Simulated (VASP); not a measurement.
## SiC: geometry relaxation (part 1 of 2)

SiC (F-43m, 2 atoms in the cell), computed with Kohn-Sham DFT of a periodic cell, PBE, VASP PAW PBE potentials, recommended, no spin polarisation (VASP 6.6.1).

The structure derives from an entry of the Crystallography Open Database.

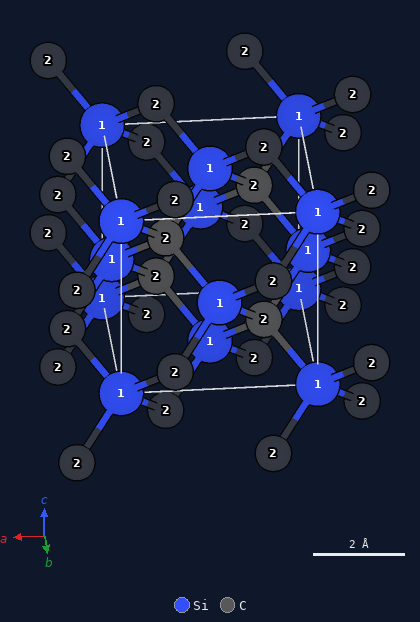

Figure 1. The input geometry (ball-and-stick view of the cell 4 times as large as that of the calculation, set on its symmetry axes, seen at an oblique angle; neighbours outside the cell are drawn fainter; atoms are numbered from 1 in the order of the input). An atom can appear more than once, as a periodic image.

**Summary**

```json
{"quantity": "outcome", "value": "converged"}
{"quantity": "space group (tolerance 0.01 Å)", "value": "F-43m (216)"}
{"quantity": "electrons treated", "value": "8"}
{"quantity": "free energy", "value": "−15.0609 eV"}
{"quantity": "gap on the k-point mesh", "value": "1.37 eV"}
{"quantity": "pressure", "value": "0.00 GPa"}
{"quantity": "final volume", "value": "21.00 Å³"}
{"quantity": "largest force (length of the vector) at the end", "value": "under 0.001 eV/Å"}
{"quantity": "final cell", "value": "a = 3.097 Å, b = 3.097 Å, c = 3.097 Å, α = 60.00°, β = 60.00°, γ = 60.00°"}
{"quantity": "hardware", "value": "1 thread of Intel Xeon (Sapphire Rapids), 64 GiB of memory available, shared host"}
{"quantity": "wall time", "value": "15 s"}
{"quantity": "peak memory", "value": "0.14 GiB"}
```

**INCAR**
```
SYSTEM = SiC
ALGO = Fast
AMIX = 0.2
EDIFF = 1E-7
EDIFFG = -0.002
ENCUT = 520
GGA = PE
IBRION = 2
ISIF = 3
ISMEAR = 0
LASPH = .TRUE.
LCHARG = .FALSE.
LREAL = .FALSE.
LWAVE = .FALSE.
NELM = 100
NSW = 80
PREC = Accurate
SIGMA = 0.02
```

**KPOINTS**
```
k-points
0
G
  12 12 12
  0 0 0
```

**POSCAR**
```
SiC
1.0
    0.0000000000      2.1790000000      2.1790000000
    2.1790000000      0.0000000000      2.1790000000
    2.1790000000      2.1790000000      0.0000000000
Si C
1 1
Direct
    0.0000000000      0.0000000000      0.0000000000
    0.2500000000      0.2500000000      0.2500000000
```

Run as:
```bash
cat potpaw_PBE.64/Si/POTCAR potpaw_PBE.64/C/POTCAR > POTCAR
mpirun -np 1 vasp_std > vasp.out
```

**OSZICAR**
```
N       E                     dE             d eps       ncg     rms          rms(c)
DAV:   1     0.438231622089E+01    0.43823E+01   -0.41730E+03  1216   0.846E+02
DAV:   2    -0.165765654317E+02   -0.20959E+02   -0.19946E+02  1704   0.108E+02
DAV:   3    -0.169116538931E+02   -0.33509E+00   -0.33509E+00  1288   0.168E+01
DAV:   4    -0.169127126545E+02   -0.10588E-02   -0.10588E-02  1824   0.106E+00
DAV:   5    -0.169127129611E+02   -0.30654E-06   -0.30654E-06  1304   0.154E-02    0.881E+00
RMM:   6    -0.156810859496E+02    0.12316E+01   -0.73247E-01  1152   0.589E+00    0.605E+00
RMM:   7    -0.150767452700E+02    0.60434E+00   -0.22216E+00  1265   0.102E+01    0.243E+00
RMM:   8    -0.150955143165E+02   -0.18769E-01   -0.22831E-01  1152   0.371E+00    0.104E+00
RMM:   9    -0.150576011365E+02    0.37913E-01   -0.55034E-02  1152   0.181E+00    0.224E-01
RMM:  10    -0.150585963429E+02   -0.99521E-03   -0.22727E-02  1152   0.115E+00    0.210E-01
RMM:  11    -0.150583693273E+02    0.22702E-03   -0.10551E-03  1152   0.386E-01    0.189E-01
RMM:  12    -0.150579981396E+02    0.37119E-03   -0.27413E-04  1152   0.157E-01    0.106E-01
RMM:  13    -0.150578396447E+02    0.15849E-03   -0.45563E-04  1152   0.168E-01    0.246E-02
RMM:  14    -0.150578417872E+02   -0.21425E-05   -0.63391E-05  1152   0.709E-02    0.135E-02
RMM:  15    -0.150578427475E+02   -0.96025E-06   -0.54005E-06  1152   0.217E-02    0.126E-02
RMM:  16    -0.150578429306E+02   -0.18309E-06   -0.19022E-06  1152   0.136E-02    0.104E-02
RMM:  17    -0.150578426961E+02    0.23444E-06   -0.21372E-07   971   0.499E-03    0.594E-03
RMM:  18    -0.150578421037E+02    0.59249E-06   -0.58463E-07  1136   0.559E-03    0.272E-03
RMM:  19    -0.150578419774E+02    0.12628E-06   -0.37451E-07  1067   0.454E-03    0.730E-04
RMM:  20    -0.150578419555E+02    0.21829E-07   -0.35921E-08   814   0.177E-03
   1 F= -.15057842E+02 E0= -.15057842E+02  d E =-.150578E+02
       N       E                     dE             d eps       ncg     rms          rms(c)
DAV:   1    -0.150629475006E+02   -0.51055E-02   -0.24213E-01  1440   0.424E+00    0.542E-01
RMM:   2    -0.150603158437E+02    0.26317E-02   -0.16517E-03  1152   0.407E-01    0.411E-01
RMM:   3    -0.150580071888E+02    0.23087E-02   -0.52747E-03  1152   0.540E-01    0.107E-01
RMM:   4    -0.150577613444E+02    0.24584E-03   -0.31104E-04  1152   0.187E-01    0.377E-02
RMM:   5    -0.150577060879E+02    0.55257E-04   -0.97728E-05  1152   0.831E-02    0.413E-02
RMM:   6    -0.150577085238E+02   -0.24360E-05   -0.23381E-05  1152   0.421E-02    0.312E-02
RMM:   7    -0.150577047704E+02    0.37535E-05   -0.30098E-06  1152   0.177E-02    0.314E-02
RMM:   8    -0.150577037442E+02    0.10261E-05   -0.45381E-06  1152   0.151E-02    0.464E-03
RMM:   9    -0.150577038075E+02   -0.63263E-07   -0.43962E-07  1136   0.656E-03
   2 F= -.15057704E+02 E0= -.15057704E+02  d E =0.138148E-03
       N       E                     dE             d eps       ncg     rms          rms(c)
DAV:   1    -0.150621892006E+02   -0.44855E-02   -0.63250E-02  1328   0.219E+00    0.279E-01
RMM:   2    -0.150615222949E+02    0.66691E-03   -0.43317E-04  1152   0.211E-01    0.212E-01
RMM:   3    -0.150609337915E+02    0.58850E-03   -0.13525E-03  1152   0.275E-01    0.540E-02
RMM:   4    -0.150608748459E+02    0.58946E-04   -0.78122E-05  1152   0.947E-02    0.193E-02
RMM:   5    -0.150608626253E+02    0.12221E-04   -0.25463E-05  1152   0.419E-02    0.211E-02
RMM:   6    -0.150608634202E+02   -0.79492E-06   -0.59491E-06  1152   0.212E-02    0.159E-02
RMM:   7    -0.150608638948E+02   -0.47458E-06   -0.77110E-07  1137   0.898E-03    0.164E-02
RMM:   8    -0.150608630508E+02    0.84397E-06   -0.12318E-06  1152   0.787E-03    0.233E-03
RMM:   9    -0.150608630618E+02   -0.10954E-07   -0.11617E-07   790   0.339E-03
   3 F= -.15060863E+02 E0= -.15060863E+02  d E =-.302111E-02
```

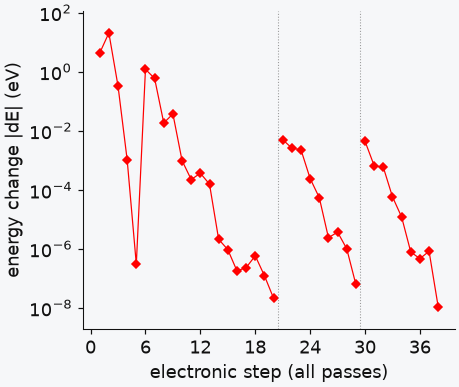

Figure 2. Convergence of the self-consistent field: energy change |dE| against the electronic step. Each stretch between dotted lines is the SCF of one geometry step of a relaxation. The 3 ionic steps take 9 to 20 electronic steps each. The density is held fixed in the first few steps, and dE rises again when its update begins.

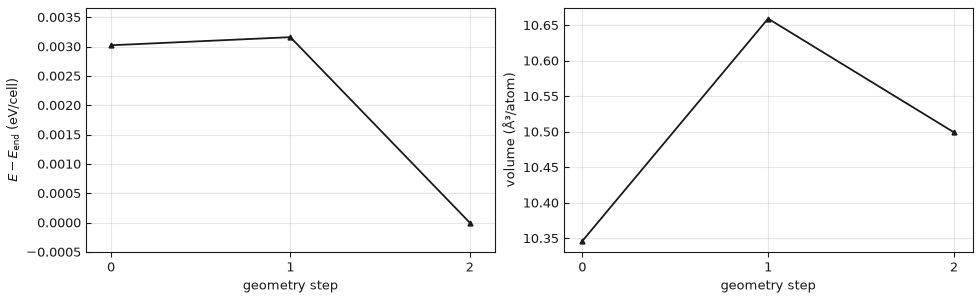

Figure 3. Progress of the relaxation, step by step (steps are counted from 0). The atoms keep their places relative to the cell (all moves are under 0.005 Å). Cell: a = b = c 4.358 → 4.379 Å (+0.5 %). Volume +1.5 %. Distances before and after: Si1–C2 1.887 → 1.896 Å. The space group stays F-43m (No. 216). After 2 geometry steps the energy has fallen by 3.0 meV per cell of the calculation. All forces vanish by symmetry, so only the cell relaxes. (Atoms are counted from 1 in the order of the input.)

**Parts of OUTCAR**
```
SYSTEM = SiC
   AMIX = 0.2
   EDIFF = 1E-7
   EDIFFG = -0.002
   ENCUT = 520
   GGA = PE
   IBRION = 2
   ISIF = 3
   ISMEAR = 0
   LASPH = .TRUE.
   LREAL = .FALSE.
   NELM = 100
   NSW = 80
   PREC = Accurate

 ion  position               nearest neighbor table
   1  0.000  0.000  0.000-   2 1.89   2 1.89   2 1.89   2 1.89
   2  0.250  0.250  0.250-   1 1.89   1 1.89   1 1.89   1 1.89

  LATTYP: Found a face centered cubic cell.
 ALAT       =     4.3580000000

  Lattice vectors:

 A1 = (   0.0000000000,   2.1790000000,   2.1790000000)
 A2 = (   2.1790000000,   0.0000000000,   2.1790000000)
 A3 = (   2.1790000000,   2.1790000000,   0.0000000000)

Analysis of symmetry for initial positions (statically):
=====================================================================
 Subroutine PRICEL returns:
 Original cell was already a primitive cell.

 Routine SETGRP: Setting up the symmetry group for a
 face centered cubic supercell.

 Subroutine GETGRP returns: Found 24 space group operations
 (whereof 24 operations were pure point group operations)
 out of a pool of 48 trial point group operations.

The static configuration has the point symmetry T_d .

Analysis of symmetry for dynamics (positions and initial velocities):
=====================================================================
 Subroutine PRICEL returns:
 Original cell was already a primitive cell.

 Routine SETGRP: Setting up the symmetry group for a
 face centered cubic supercell.

 Subroutine GETGRP returns: Found 24 space group operations
 (whereof 24 operations were pure point group operations)
 out of a pool of 48 trial point group operations.

The dynamic configuration has the point symmetry T_d .

 Subroutine INISYM returns: Found 24 space group operations
 (whereof 24 operations are pure point group operations),
 and found     1 'primitive' translations

----------------------------------------------------------------------------------------

                                     Primitive cell

  volume of cell :      20.6920

  direct lattice vectors                    reciprocal lattice vectors
     0.000000000  2.179000000  2.179000000    -0.229463056  0.229463056  0.229463056
     2.179000000  0.000000000  2.179000000     0.229463056 -0.229463056  0.229463056
     2.179000000  2.179000000  0.000000000     0.229463056  0.229463056 -0.229463056

  length of vectors
     3.081571352  3.081571352  3.081571352     0.397441672  0.397441672  0.397441672

  position of ions in fractional coordinates (direct lattice)
     0.000000000  0.000000000  0.000000000
     0.250000000  0.250000000  0.250000000

  ion indices of the primitive-cell ions
   primitive index   ion index
                 1           1
                 2           2

----------------------------------------------------------------------------------------

 KPOINTS: k-points

Automatic generation of k-mesh.
 Grid dimensions read from file:
 generate k-points for:   12   12   12

 Generating k-lattice:

  Cartesian coordinates                     Fractional coordinates (reciprocal lattice)
    -0.019121921  0.019121921  0.019121921     0.083333333  0.000000000  0.000000000
     0.019121921 -0.019121921  0.019121921     0.000000000  0.083333333  0.000000000
     0.019121921  0.019121921 -0.019121921     0.000000000  0.000000000  0.083333333

  Length of vectors
     0.033120139  0.033120139  0.033120139

  Shift w.r.t. Gamma in fractional coordinates (k-lattice)
     0.000000000  0.000000000  0.000000000

 Subroutine IBZKPT returns following result:
 ===========================================

 Found     72 irreducible k-points:

 Following reciprocal coordinates:
            Coordinates               Weight
  0.000000  0.000000  0.000000      1.000000
  0.083333  0.000000  0.000000      8.000000
  0.166667  0.000000  0.000000      8.000000
  0.250000  0.000000  0.000000      8.000000
  0.333333  0.000000  0.000000      8.000000
  0.416667  0.000000  0.000000      8.000000
  0.500000  0.000000  0.000000      4.000000
  0.083333  0.083333  0.000000      6.000000
  0.166667  0.083333  0.000000     24.000000
  0.250000  0.083333  0.000000     24.000000
  0.333333  0.083333  0.000000     24.000000
  0.416667  0.083333  0.000000     24.000000
  0.500000  0.083333  0.000000     24.000000
 -0.416667  0.083333  0.000000     24.000000
 -0.333333  0.083333  0.000000     24.000000
 -0.250000  0.083333  0.000000     24.000000
 -0.166667  0.083333  0.000000     24.000000
 -0.083333  0.083333  0.000000     12.000000
  0.166667  0.166667  0.000000      6.000000
  0.250000  0.166667  0.000000     24.000000
  0.333333  0.166667  0.000000     24.000000
  0.416667  0.166667  0.000000     24.000000
  0.500000  0.166667  0.000000     24.000000
 -0.416667  0.166667  0.000000     24.000000
 [... further k-points ...]
```
